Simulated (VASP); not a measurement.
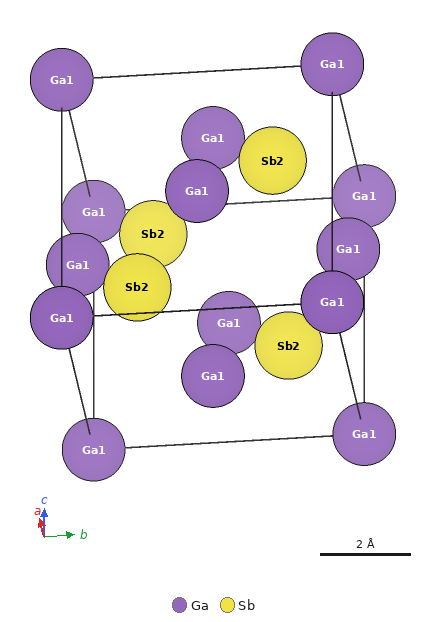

**Figure 1.** The starting structure (spheres-only view of the cell 4 times as large as that of the calculation, set on its symmetry axes, seen at an oblique angle; atoms are numbered from 1 in the order of the input). An atom can appear more than once, as a periodic image.

Run report: GaSb, geometry relaxation (part 1 of 2)

System: GaSb (F-43m, 2 atoms in the cell).
Method: Kohn-Sham DFT of a periodic cell, PBE, VASP PAW PBE potentials, recommended, no spin polarisation (VASP 6.6.1).

The structure derives from an entry of the Crystallography Open Database.

OSZICAR
```
N       E                     dE             d eps       ncg     rms          rms(c)
DAV:   1     0.789585870793E+02    0.78959E+02   -0.88407E+03  1238   0.171E+03
DAV:   2    -0.143003006587E+01   -0.80389E+02   -0.78042E+02  1342   0.317E+02
DAV:   3    -0.730062602324E+01   -0.58706E+01   -0.58324E+01  1527   0.740E+01
DAV:   4    -0.740281941354E+01   -0.10219E+00   -0.10216E+00  1400   0.109E+01
DAV:   5    -0.740566760700E+01   -0.28482E-02   -0.28481E-02  1561   0.159E+00    0.318E+00
DAV:   6    -0.736264284681E+01    0.43025E-01   -0.72290E-02  1717   0.481E+00    0.192E+00
DAV:   7    -0.734974706950E+01    0.12896E-01   -0.43534E-02  1417   0.194E+00    0.338E-01
DAV:   8    -0.735066778932E+01   -0.92072E-03   -0.47661E-03  1499   0.970E-01    0.768E-02
DAV:   9    -0.735114134454E+01   -0.47356E-03   -0.72808E-04  1351   0.241E-01    0.352E-02
DAV:  10    -0.735118064356E+01   -0.39299E-04   -0.54156E-05  1507   0.530E-02    0.118E-02
DAV:  11    -0.735120050197E+01   -0.19858E-04   -0.32212E-05  1282   0.479E-02    0.461E-03
DAV:  12    -0.735120144621E+01   -0.94425E-06   -0.14178E-06  1505   0.936E-03    0.788E-04
DAV:  13    -0.735120127187E+01    0.17434E-06   -0.86587E-08   986   0.355E-03    0.152E-04
DAV:  14    -0.735120131777E+01   -0.45901E-07   -0.21868E-08   836   0.121E-03
   1 F= -.73512013E+01 E0= -.73511931E+01  d E =-.735120E+01
       N       E                     dE             d eps       ncg     rms          rms(c)
DAV:   1    -0.793372321405E+01   -0.58252E+00   -0.83439E+00  1597   0.559E+01    0.421E+00
DAV:   2    -0.749890156785E+01    0.43482E+00   -0.74917E-01  1497   0.160E+01    0.202E+00
DAV:   3    -0.738180877851E+01    0.11709E+00   -0.18737E-01  1602   0.759E+00    0.361E-01
DAV:   4    -0.737106232479E+01    0.10746E-01   -0.17647E-02  1462   0.225E+00    0.139E-01
DAV:   5    -0.737021748649E+01    0.84484E-03   -0.12644E-03  1452   0.517E-01    0.536E-02
DAV:   6    -0.737008777862E+01    0.12971E-03   -0.49083E-04  1457   0.431E-01    0.169E-02
DAV:   7    -0.737009214112E+01   -0.43625E-05   -0.67793E-05  1546   0.144E-01    0.543E-03
DAV:   8    -0.737009283620E+01   -0.69508E-06   -0.10411E-05  1389   0.482E-02    0.975E-04
DAV:   9    -0.737009302080E+01   -0.18460E-06   -0.50054E-07  1392   0.732E-03    0.832E-04
DAV:  10    -0.737009307308E+01   -0.52279E-07   -0.59285E-08   806   0.408E-03
   2 F= -.73700931E+01 E0= -.73700776E+01  d E =-.188918E-01
```

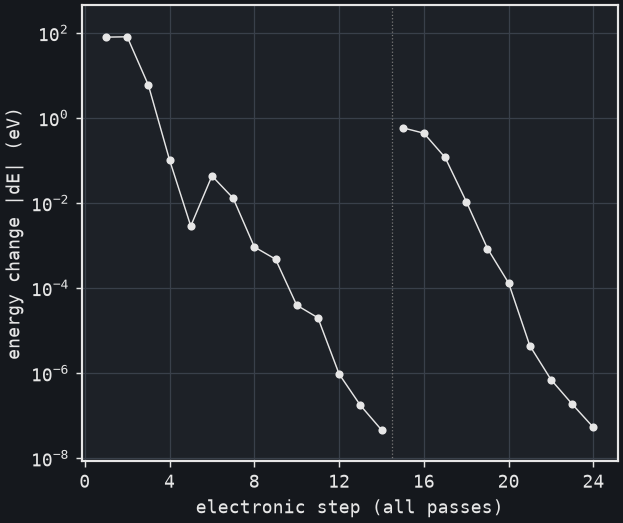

**Figure 2.** Convergence of the self-consistent field: energy change |dE| against the electronic step. Each stretch between dotted lines is the SCF of one geometry step of a relaxation. The 2 ionic steps take 10 to 14 electronic steps each. The density is held fixed in the first few steps, and dE rises again when its update begins.

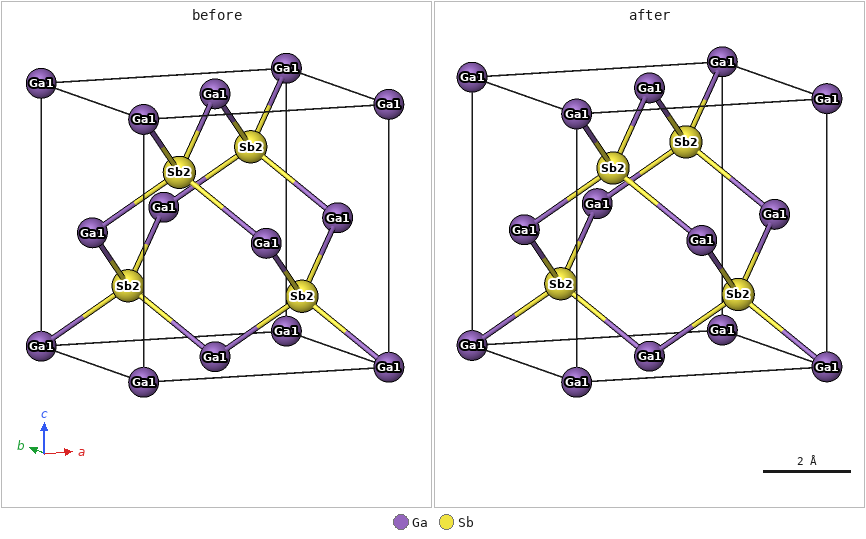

**Figure 3.** Before (left) and after (right) the relaxation, at one scale (ball-and-stick view of the cell 4 times as large as that of the calculation, set on its symmetry axes, seen slightly off an axis). No atom moves by more than 0.005 Å relative to the cell. Cell: a = b = c 6.118 → 6.244 Å (+2.1 %). Volume +6.3 %. Among the contacts that change: Ga1–Sb2 2.649 → 2.704 Å. The space group stays F-43m (No. 216). Over 1 geometry step the energy falls by 18.9 meV per cell of the calculation. All forces vanish by symmetry, so only the cell relaxes. (Atoms are counted from 1 in the order of the input.)

Parts of OUTCAR
```
SYSTEM = GaSb
   PREC = Accurate
   ENCUT = 520
   EDIFF = 1E-7
   ISMEAR = 0
   LREAL = .FALSE.
   LASPH = .TRUE.
   NELM = 100
   ISIF = 3
   GGA = PE
   IBRION = 2
   NSW = 80
   EDIFFG = -0.15

 ion  position               nearest neighbor table
   1  0.000  0.000  0.000-   2 2.65   2 2.65   2 2.65   2 2.65
   2  0.250  0.250  0.250-   1 2.65   1 2.65   1 2.65   1 2.65

  LATTYP: Found a face centered cubic cell.
 ALAT       =     6.1180000000

  Lattice vectors:

 A1 = (   0.0000000000,   3.0590000000,   3.0590000000)
 A2 = (   3.0590000000,   0.0000000000,   3.0590000000)
 A3 = (   3.0590000000,   3.0590000000,   0.0000000000)

Analysis of symmetry for initial positions (statically):
=====================================================================
 Subroutine PRICEL returns:
 Original cell was already a primitive cell.

 Routine SETGRP: Setting up the symmetry group for a
 face centered cubic supercell.

 Subroutine GETGRP returns: Found 24 space group operations
 (whereof 24 operations were pure point group operations)
 out of a pool of 48 trial point group operations.

The static configuration has the point symmetry T_d .

Analysis of symmetry for dynamics (positions and initial velocities):
=====================================================================
 Subroutine PRICEL returns:
 Original cell was already a primitive cell.

 Routine SETGRP: Setting up the symmetry group for a
 face centered cubic supercell.

 Subroutine GETGRP returns: Found 24 space group operations
 (whereof 24 operations were pure point group operations)
 out of a pool of 48 trial point group operations.

The dynamic configuration has the point symmetry T_d .

 Subroutine INISYM returns: Found 24 space group operations
 (whereof 24 operations are pure point group operations),
 and found     1 'primitive' translations

----------------------------------------------------------------------------------------

                                     Primitive cell

  volume of cell :      57.2491

  direct lattice vectors                    reciprocal lattice vectors
     0.000000000  3.059000000  3.059000000    -0.163452109  0.163452109  0.163452109
     3.059000000  0.000000000  3.059000000     0.163452109 -0.163452109  0.163452109
     3.059000000  3.059000000  0.000000000     0.163452109  0.163452109 -0.163452109

  length of vectors
     4.326079287  4.326079287  4.326079287     0.283107357  0.283107357  0.283107357

  position of ions in fractional coordinates (direct lattice)
     0.000000000  0.000000000  0.000000000
     0.250000000  0.250000000  0.250000000

  ion indices of the primitive-cell ions
   primitive index   ion index
                 1           1
                 2           2

----------------------------------------------------------------------------------------

 KPOINTS: regular mesh

Automatic generation of k-mesh.
 Grid dimensions read from file:
 generate k-points for:   10   10   10

 Generating k-lattice:

  Cartesian coordinates                     Fractional coordinates (reciprocal lattice)
    -0.016345211  0.016345211  0.016345211     0.100000000  0.000000000  0.000000000
     0.016345211 -0.016345211  0.016345211     0.000000000  0.100000000  0.000000000
     0.016345211  0.016345211 -0.016345211     0.000000000  0.000000000  0.100000000

  Length of vectors
     0.028310736  0.028310736  0.028310736

  Shift w.r.t. Gamma in fractional coordinates (k-lattice)
     0.000000000  0.000000000  0.000000000

 Subroutine IBZKPT returns following result:
 ===========================================

 Found     47 irreducible k-points:

 Following reciprocal coordinates:
            Coordinates               Weight
  0.000000  0.000000  0.000000      1.000000
  0.100000  0.000000  0.000000      8.000000
  0.200000  0.000000  0.000000      8.000000
  0.300000  0.000000  0.000000      8.000000
  0.400000  0.000000  0.000000      8.000000
  0.500000  0.000000  0.000000      4.000000
  0.100000  0.100000  0.000000      6.000000
  0.200000  0.100000  0.000000     24.000000
  0.300000  0.100000  0.000000     24.000000
  0.400000  0.100000  0.000000     24.000000
  0.500000  0.100000  0.000000     24.000000
 -0.400000  0.100000  0.000000     24.000000
 -0.300000  0.100000  0.000000     24.000000
 -0.200000  0.100000  0.000000     24.000000
 -0.100000  0.100000  0.000000     12.000000
  0.200000  0.200000  0.000000      6.000000
  0.300000  0.200000  0.000000     24.000000
  0.400000  0.200000  0.000000     24.000000
  0.500000  0.200000  0.000000     24.000000
 -0.400000  0.200000  0.000000     24.000000
 -0.300000  0.200000  0.000000     24.000000
 -0.200000  0.200000  0.000000     12.000000
  0.300000  0.300000  0.000000      6.000000
  0.400000  0.300000  0.000000     24.000000
 [... further k-points ...]
   k-points           NKPTS =     47   k-points in BZ     NKDIM =     47   number of bands    NBANDS=     13
   number of dos      NEDOS =    301   number of ions     NIONS =      2
   total plane-waves  NPLWV =  32768
   dimension x,y,z NGX =    32 NGY =   32 NGZ =   32
   dimension x,y,z NGXF=    64 NGYF=   64 NGZF=   64
   ions per type =               1   1
   NGX,Y,Z   is equivalent  to a cutoff of  12.30, 12.30, 12.30 a.u.
   NGXF,Y,Z  is equivalent  to a cutoff of  24.59, 24.59, 24.59 a.u.
 SYSTEM =  GaSb
   PREC   = accura    normal or accurate (medium, high low for compatibility)
   ISTART =      0    job   : 0-new  1-cont  2-samecut
   ICHARG =      2    charge: 1-file 2-atom 10-const
   ISPIN  =      1    spin polarized calculation?
   LNONCOLLINEAR =      F non collinear calculations
   LSORBIT =      F    spin-orbit coupling
   LASPH  =      T    aspherical Exc in radial PAW
   ENCUT  =  520.0 eV  38.22 Ry    6.18 a.u.   8.04  8.04  8.04*2*pi/ulx,y,z
   NELM   =    100;   NELMIN=  2; NELMDL= -5     # of ELM steps
   EDIFF  = 0.1E-06   stopping-criterion for ELM
   LREAL  =      F    real-space projection
   EDIFFG = -.1E+00   stopping-criterion for IOM
   NSW    =     80    number of steps for IOM
   IBRION =      2    ionic relax: 0-MD 1-quasi-New 2-CG
   NFREE  =      1    steps in history (QN), initial steepest desc. (CG)
   ISIF   =      3    stress and relaxation
   ISYM   =      2    0-nonsym 1-usesym 2-fastsym
   POTIM  = 0.5000    time-step for ionic-motion
   TEBEG  =    0.0;   TEEND  =   0.0 temperature during run
   PSTRESS=    0.0 pullay stress
   NELECT =      18.0000    total number of electrons
   NUPDOWN=      -1.0000    fix difference up-down
   EMIN   =  10.00;   EMAX   =-10.00  energy-range for DOS
   EFERMI =   0.00;   METHOD = LEGACY
   ISMEAR =     0;   SIGMA  =   0.02  broadening in eV -4-tet -1-fermi 0-gaus
   EFERMI_NEDOS =   21; number of points for ismear=-14 and -15
   IALGO  =     38    algorithm
   IMIX   =      4    mixing-type and parameters
     AMIX     =   0.40;   BMIX     =  1.00
     AMIX_MAG =   1.60;   BMIX_MAG =  1.00
  volume/ion in A,a.u.               =      28.62       193.17
  Fermi-wavevector in a.u.,A,eV,Ry     =   1.113208  2.103657 16.860766  1.239231
  Thomas-Fermi vector in A             =   2.249790
   LORBIT       =      0    0 simple, 1 ext, 2 COOP (PROOUT), +10 PAW based schemes
   GGA     = PE    functional components
   LHFCALC =     F    Hartree Fock is set to
   AEXX    =    0.0000 exact exchange contribution
   IVDW    =     0    specifies the selected vdW correction
   LEPSILON=     F    determine dielectric tensor
   LRPA    =     F    only Hartree local field effects (RPA)
 conjugate gradient relaxation of ions
 non-spin polarized calculation
 Gauss-broadening in eV      SIGMA  =   0.02
  energy-cutoff  :      520.00
  volume of cell :       57.25
 maximum number of plane-waves:      1572
   NGX = 17   NGY = 17   NGZ = 17

--------------------------------------- Ionic step        1  -------------------------------------------

 number of electron      17.9999986 magnetization

 Free energy of the ion-electron system (eV)
  ---------------------------------------------------
  ext. energy  EPLUGINS =         0.00000000
  ---------------------------------------------------
  free energy    TOTEN  =        -7.35120132 eV

  energy without entropy =       -7.35118481  energy(sigma->0) =       -7.35119307

 E-fermi :   4.8921     XC(G=0):  -9.0893     alpha+bet :-10.0843

 val. band max:        4.8695551671   @ k =   0.0000   0.0000   0.0000
 cond. band min:       4.9058741566   @ k =   0.0000   0.0000   0.0000
 fundamental gap:      0.0363189896
 Fermi energy:         4.8921315994
```
